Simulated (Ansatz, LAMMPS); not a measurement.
# Glassy 57SiO2-27Al2O3-16BaO (mol %) (149 atoms): where an added charge goes, part 4 of 4

Aim: add and remove one electron in glassy 57SiO2-27Al2O3-16BaO (mol %) (149 atoms), with atoms held and relaxed, and read trapping energy and localisation.

Ansatz 0.2.0; Kohn-Sham DFT, PBE, PAW (set soft_1), plane waves.

The cell: 25 Si, 24 Al, 7 Ba and 93 O. The quench rate of 25 K/ps is many orders above laboratory rates. The starting topology of bonds comes from the classical model. Sampling is at Γ alone, for a cell whose shortest periodic width is 13 Å. No spin–orbit coupling is included.

So far. Step 10 (An extra hole, atoms relaxed): The relaxation converged after 11 steps, 0.114 eV below its start, with a largest force component of 0.017 eV/Å. Step 10 (An extra hole, atoms relaxed): An extra hole, atoms relaxed: the energy stands 3.28 eV below that of the reference, with a moment of 1.00 μB.

## (11) An extra hole, levels at the relaxed geometry

A single point at the new geometry gives levels and spin density.

Input file input.yaml:

```yaml
crystal:
  lattice:
    - [12.9793, 0.0, 0.0]
    - [0.0, 12.9793, 0.0]
    - [0.0, 0.0, 12.9793]
  atoms:
    - { symbol: Si, position: [0.66546, 0.40875, 0.767] }
    - { symbol: Si, position: [0.91945, 0.84482, 0.48606] }
    - { symbol: Si, position: [0.91116, 0.62093, 0.15] }
    - { symbol: Si, position: [0.85625, 0.48686, 0.32132] }
    - { symbol: Si, position: [0.18009, 0.51395, 0.5521] }
    - { symbol: Si, position: [0.4169, 0.55677, 0.88957] }
    [... 137 atom lines left out ...]
    - { symbol: O, position: [0.48058, 0.75037, 0.29195] }
    - { symbol: O, position: [0.97232, 0.88461, 0.59165] }
    - { symbol: O, position: [0.29542, 0.80881, 0.312] }
    - { symbol: O, position: [0.08782, 0.59173, 0.52096] }
    - { symbol: O, position: [0.67004, 0.747, 0.36655] }
    - { symbol: O, position: [0.97181, 0.52899, 0.36939] }
total_charge: 1
kpoints:
  mp_grid: { grid: [1, 1, 1] }
hamiltonian:
  xc: pbe
  pseudopotentials: { kind: paw, azcp: { folder: soft_1 } }
scf:
  occupations: { method: fermi_dirac, width: 0.01 }
  lower_state_search: "off"
output:
  forces: true
  stress: true
  populations: true
  dos:
    method: { smearing: { sigma: 0.08 } }
    de: 0.1
    projected: { site_lists: { Al: [Al], Ba: [Ba], O: [O], Si: [Si] } }
  eigenvalues: true
  write_density: true
  write_potential: true
  volumetric_format: npy
magnetization:
  spin_polarized: true
  initial_magnetization: 1
```

Command:

```sh
> ansatz run input.yaml --threads 8 --pin off --max-ram 15872MiB --backend cpu --events-out ev --progress --plain --runs-dir out
```

Numbers of over 12 decimals in the logs are rounded to 6 here.

The program printed:

```text
[...]
Crystal: 149 atoms, lattice volume = 2186.522 Å³
Basis set: ecut = 420 eV, 42931 PW (Γ), exchange–correlation on 180×180×180 points (8 copies of the dense FFT grid, shifted against one another)
Bands: 549, of which v1, the nominal top of the filled ones, is band 400 counted from 1 (399 counted from 0)
Symmetry: 1 space group operations
[...]
k-points: 1
[...]
Starting moments: Σ|m| = 1 μB on 149 of 149 sites
[...]
SCF iter   1: F=—  HF=-123492.175561 eV  |F-HF|=—  |Δ(HF+E_count)|=         —  Δρ=5.19e-2 (↑5.15e-2 ↓5.19e-2)  dr2=2.82e2  dr2_m=4.75e-1  M=1.000 μB ∫|m|=1.051 μB  β_m=1.00  ethr=3.10e-3  ⟨swp⟩=8.0  Hψ=5808  notcnv=0  defer=252
[...]
SCF iter   4: F=—  HF=-123418.518513 eV  |F-HF|=—  |Δ(HF+E_count)|=    6.86e0  Δρ=1.36e-2 (↑1.21e-2 ↓1.36e-2)  dr2=3.34e1  dr2_m=2.02e-1  M=0.592 μB ∫|m|=0.716 μB  β_m=0.30  ethr=3.10e-3  ⟨swp⟩=2.0  Hψ=1651  notcnv=0  defer=288
[...]
SCF iter  15: F=—  HF=-123409.717151 eV  |F-HF|=—  |Δ(HF+E_count)|=   3.41e-2  Δρ=4.73e-3 (↑2.00e-3 ↓4.73e-3)  dr2=1.45e0  dr2_m=7.97e-2  M=0.999 μB ∫|m|=1.100 μB  β_m=0.30  ethr=1.81e-4  ⟨swp⟩=3.0  Hψ=1068  notcnv=0  defer=280
[...]
spin-set hold released at iteration 15 (site moments' squared step at or under half its running peak, from the soft ceiling on): the magnetisation degrees of freedom join the quasi-Newton model from the next iteration; the mixer history was flushed
SCF iter  16: F=—  HF=-123409.650444 eV  |F-HF|=—  |Δ(HF+E_count)|=   6.67e-2  Δρ=4.88e-3 (↑1.25e-3 ↓4.88e-3)  dr2=1.27e0  dr2_m=1.01e-1  M=0.964 μB ∫|m|=1.087 μB  β_m=0.26  ethr=1.81e-4  ⟨swp⟩=2.0  Hψ=1669  notcnv=0  defer=280
[...]
SCF iter  20: F=—  HF=-123409.620225 eV  |F-HF|=—  |Δ(HF+E_count)|=   8.95e-4  Δρ=7.10e-3 (↑5.55e-4 ↓7.10e-3)  dr2=1.98e0  dr2_m=2.53e-1  M=1.000 μB ∫|m|=1.157 μB  β_m=0.04  ethr=6.09e-5  ⟨swp⟩=4.0  Hψ=1161  notcnv=0  defer=280  recentre
[...]
SCF iter  42: F=-123409.588818 eV  HF=-123409.588818 eV  |F-HF|=4.52e-8  |Δ(HF+E_count)|=  5.82e-11  Δρ=1.13e-6 (↑5.98e-8 ↓1.13e-6)  dr2=5.24e-8  dr2_m=6.34e-9  M=1.000 μB ∫|m|=1.104 μB  β_m=0.17  ethr=4.61e-12  ⟨swp⟩=5.0  Hψ=4583  notcnv=0
SCF iter  43: F=-123409.588818 eV  HF=-123409.588818 eV  |F-HF|=4.92e-9  |Δ(HF+E_count)|=  2.62e-10  Δρ=3.82e-7 (↑4.32e-8 ↓3.82e-7)  dr2=5.81e-9  dr2_m=7.31e-10  M=1.000 μB ∫|m|=1.104 μB  ethr=4.61e-12  ⟨swp⟩=5.0  Hψ=4288  notcnv=0
SCF 1 converged in 43 iterations: F = -123409.588818 eV  dr2 = 5.81e-9
[...]
SCF converged after 43 iterations
Magnetization: 0.9998 μB (399.9999 up, 399.0001 down)
Absolute magnetization: 1.1041 μB (∫|ρ↑−ρ↓|, with the PAW one-centre terms)
[...]
Per-site moments (μB) at R_I (Å): [(-5.4984773106084794e-5, 0.670029), (-8.713736069772074e-5, 0.667159), (2.425421297113353e-6, 0.657956), (-5.895058390175583e-7, 0.661876), (-7.528421510626866e-7, 0.667159), [...]
Free energy (F): -123409.588818 eV
[...]
Internal energy: -123409.574961 eV  (E = F + TS)
E sigma→0 (E₀):  -123409.581890 eV
Entropy (-TS):   -0.013857 eV (-0.093 meV/atom)
Fermi energy:    3.195434 eV
[...]
Σ components = -123409.588818   (vs F -123409.588818, Δ=0.00e0)
--- Forces (eV/Å), atoms counted from 1 ---
  atom   1  Si     0.00220687     0.00140302    -0.00464575
  atom   2  Si    -0.00781588    -0.00158335     0.00222718
  atom   3  Si     0.00334587    -0.00284848    -0.00180975
  atom   4  Si    -0.00667956     0.00230342    -0.00810983
[...]
atom 149  O      0.00301204     0.00213912    -0.00023576
  max |Σ_I F_I| component: 7.12e-5 eV/Å
--- Stress (GPa, compression-positive) ---
        0.937137      -0.088337      -0.034672
       -0.088334      -0.753344      -0.497680
       -0.034674      -0.497680       1.091855
  P = ⅓ Tr σ = 0.4252 GPa (4.252 kbar)
--- Band table (eV) ---
[...]
--- Löwdin populations: 149 sites ---
  site symbol       q [e]    m [muB]
     0     Si      2.3050    -0.0007
     1     Si      2.4152    -0.0009
     2     Si      2.2985    -0.0000
[...]
148      O      6.8027     0.0001
  spilling = 0.011659 (of n_electrons = 799.000000)
```

It took 97 s on 8 threads of AMD EPYC 7B13 (Zen 3), shared host; peak memory 5.9 GiB; 12 min of CPU time.

An extra hole, levels at the relaxed geometry: the energy stands 3.28 eV below that of the reference, with a moment of 1.00 μB.

The surroundings of O141, which holds the most spin, nearest first, numbered as they follow in the input and with coordinates relative to it.

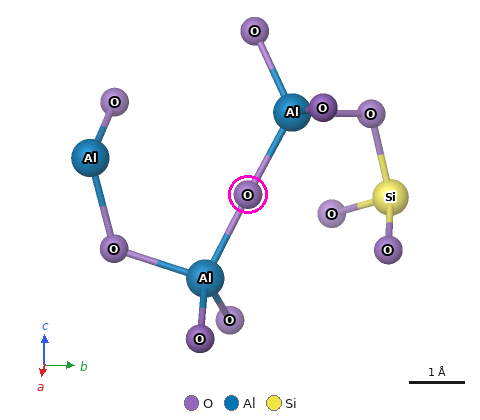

The atoms of the table, within 3.2 Å (arrows a, b, c point along x, y, z); some may hide others; the central atom is ringed.

```csv
atom,x,y,z,distance (Å),Löwdin charge (e),moment (μB)
O141,0.00,0.00,0.00,0.00,-0.80,0.15
Al27,-0.39,0.76,1.51,1.73,1.36,0.00
Al28,0.40,-0.72,-1.54,1.74,1.30,0.00
O138,0.27,-2.43,-1.08,2.67,-0.96,0.04
O77,1.11,1.38,2.11,2.75,-0.80,0.00
O76,-0.04,2.63,-0.97,2.80,-0.73,0.01
O142,-0.82,-0.29,-2.71,2.85,-0.81,0.00
O58,-1.55,2.17,1.17,2.92,-0.78,0.00
Al42,0.15,-2.93,0.62,3.00,1.20,0.00
O67,-1.34,-0.02,2.75,3.06,-0.83,0.01
Si1,-1.62,2.58,-0.45,3.08,1.70,0.00
O134,2.11,-0.72,-2.16,3.10,-0.87,0.00
O62,-1.44,-2.58,1.22,3.19,-0.81,0.00
O64,-2.60,1.46,-1.13,3.19,-0.74,0.00
```

The distance from O141 to O138 changes most, from 2.76 Å in the neutral cell to 2.67 Å.

The levels nearest the highest filled one (over half full), pooled over k-points and spins:

```csv
level less the highest filled one (eV),occupation
-0.0821,1
-0.0566,0.999
-0.015,0.938
0,0.771
0.0209,0.293
4.10,0
4.10,0
5.16,0
```

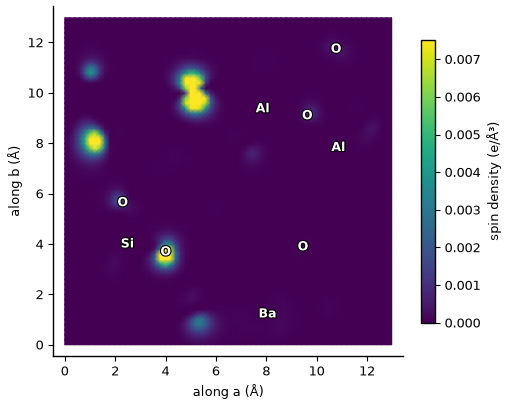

Spin density in the ab plane at fractional z = 0.249, with atoms of Si and Al and Ba and O within 0.2 Å of it. The map starts off the cell's origin, so that atoms lie inside it.

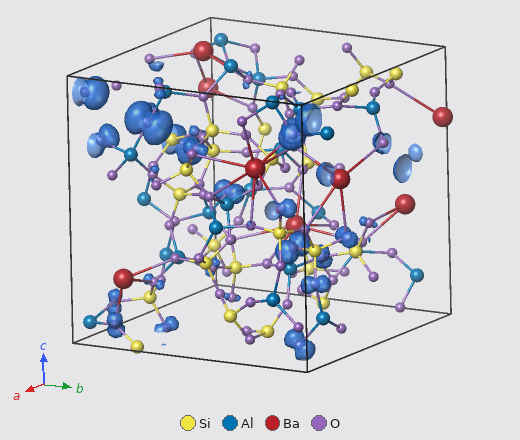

Surface of spin density = 0.0081 e/Å³, which holds about 70 % of the integral of its size. Bonds to atoms that aren't drawn are left out.

## (12) Neutral at the geometry of the hole

The neutral cell at the new geometry gives the energy of that geometry without the charge.

input.yaml, the sections that differ from step 11:

```yaml
crystal:
  lattice:
    - [12.9793, 0.0, 0.0]
    - [0.0, 12.9793, 0.0]
    - [0.0, 0.0, 12.9793]
  atoms:
    [... the 149 atom lines of step 11 ...]
scf:
  occupations: { method: fermi_dirac, width: 0.05 }
output:
  forces: true
  stress: true
  populations: true
  dos:
    method: { smearing: { sigma: 0.08 } }
    de: 0.1
    projected: { site_lists: { Al: [Al], Ba: [Ba], O: [O], Si: [Si] } }
  eigenvalues: true
# kpoints, hamiltonian: as in step 11
# total_charge: removed
# magnetization: removed
```

The program printed:

```text
[...]
Crystal: 149 atoms, lattice volume = 2186.522 Å³
Basis set: ecut = 420 eV, 42931 PW (Γ), exchange–correlation on 180×180×180 points (8 copies of the dense FFT grid, shifted against one another)
Bands: 549, of which v1, the nominal top of the filled ones, is band 400 counted from 1 (399 counted from 0)
Symmetry: 1 space group operations
[...]
k-points: 1
[...]
SCF iter   1: F=—  HF=-123485.687415 eV  |F-HF|=—  |Δ(HF+E_count)|=         —  Δρ=1.01e-1  dr2=2.67e2  ethr=3.10e-3  ⟨swp⟩=8.0  Hψ=2912  notcnv=0  defer=125
[...]
SCF iter  12: F=—  HF=-123406.119116 eV  |F-HF|=—  |Δ(HF+E_count)|=   1.57e-6  Δρ=7.23e-6  dr2=1.07e-6  ethr=4.97e-10  ⟨swp⟩=2.0  Hψ=797  notcnv=0  defer=144
SCF iter  13: F=-123406.119116 eV  HF=-123406.119116 eV  |F-HF|=4.23e-8  |Δ(HF+E_count)|=   3.71e-7  Δρ=1.56e-6  dr2=8.18e-8  ethr=1.25e-11  ⟨swp⟩=20.0  Hψ=4841  notcnv=0
SCF 1 converged in 13 iterations: F = -123406.119116 eV  dr2 = 8.18e-8
[...]
SCF converged after 13 iterations
Free energy (F): -123406.119116 eV
[...]
Internal energy: -123406.119116 eV  (E = F + TS)
E sigma→0 (E₀):  -123406.119116 eV
Fermi energy:    5.608069 eV
[...]
Σ components = -123406.119116   (vs F -123406.119116, Δ=0.00e0)
--- Forces (eV/Å), atoms counted from 1 ---
  atom   1  Si     0.30525139    -0.38240329     0.07735913
  atom   2  Si    -0.03295245     0.15295702     0.22674229
  atom   3  Si    -0.09123916     0.13797422    -0.05084825
  atom   4  Si    -0.08902523    -0.00164546     0.01684584
[...]
atom 149  O      0.05439416    -0.00779705    -0.01332907
  max |Σ_I F_I| component: 3.48e-5 eV/Å
--- Stress (GPa, compression-positive) ---
        0.633859      -0.093833      -0.019203
       -0.093831      -0.925390      -0.573008
       -0.019205      -0.573008       0.675095
  P = ⅓ Tr σ = 0.1279 GPa (1.279 kbar)
--- Band table (eV) ---
[...]
--- Löwdin populations: 149 sites ---
  site symbol       q [e]
     0     Si      2.3063
     1     Si      2.4209
     2     Si      2.3008
[...]
148      O      6.8043
  spilling = 0.011767 (of n_electrons = 800.000000)
```

Run time: 30 s. Hardware: 8 threads; peak memory 3.4 GiB; 3.7 min of CPU time.

Neutral at the geometry of the hole: the energy stands 0.188 eV above that of the reference.

## (13) Energies and spread of the extra charge

Energies are differences within one cell and functional; the shift is the gain plus the neutral cell's energy at the new geometry, that is how much cheaper the vertical process becomes there. The spread is the participation number of the site moments (1/Σw², over the spin inside atomic spheres), with the atom that holds the largest share and the spin that the spheres hold in all.

```csv
carrier,"charged less neutral, atoms held (eV)",gain on relaxing (eV),"neutral cell at that geometry, less the reference (eV)",shift of the vertical energy (eV),"spread, atoms held","spread, relaxed"
electron,7.247,0.010,0.009,0.019,-,-
hole,-3.168,0.114,0.188,0.302,22; O141 11 % of 0.78 μB,10; O141 19 % of 0.79 μB
```

## (14) Findings

The extra electron gains 0.010 eV as the atoms relax: so small a gain shows no trapping at this level. The cell with the electron keeps a moment of only 0.00 μB where one unpaired electron should give 1 μB: the carrier is shared between both spins, which can hide trapping. The extra hole gains 0.11 eV as the atoms relax, and its spin goes from about 22 to 10 atoms: a partial localisation as the atoms move, with the largest share on O141. The O141–O138 distance goes from 2.76 to 2.67 Å. The hole is shared among 3 partly filled levels, as near-degenerate levels under the smearing give, and as self-interaction favours. Adding the two vertical energies gives 4.08 eV, against a gap of 3.89 eV in the neutral cell. The zero of the potential cancels in this sum; the excess isn't taken apart here: charging of a small cell, filling of bands on a coarse mesh and the attraction to the background can all enter.

Caveats: Single energies of charged cells hang on the program's zero of potential. In the spin-polarised runs the search for a state of lower energy was switched off. No distortion was seeded, so a trapped state behind a barrier can't be found. Local and semilocal functionals favour spread-out charges, so trapping can be missed. Charged cells carry a uniform background, with no correction for images.

The DFT runs together took 23 min of wall time.

[Logs are printed without paths, hosts, clocks, repeated set-up lines and the standing remarks that a program may print on its own settings, such as how far it seeks lower states.]

[Hosts, paths, dates, database ids (printed as entryN), source tags and the programs' standing remarks are cut or masked in the printed files.]
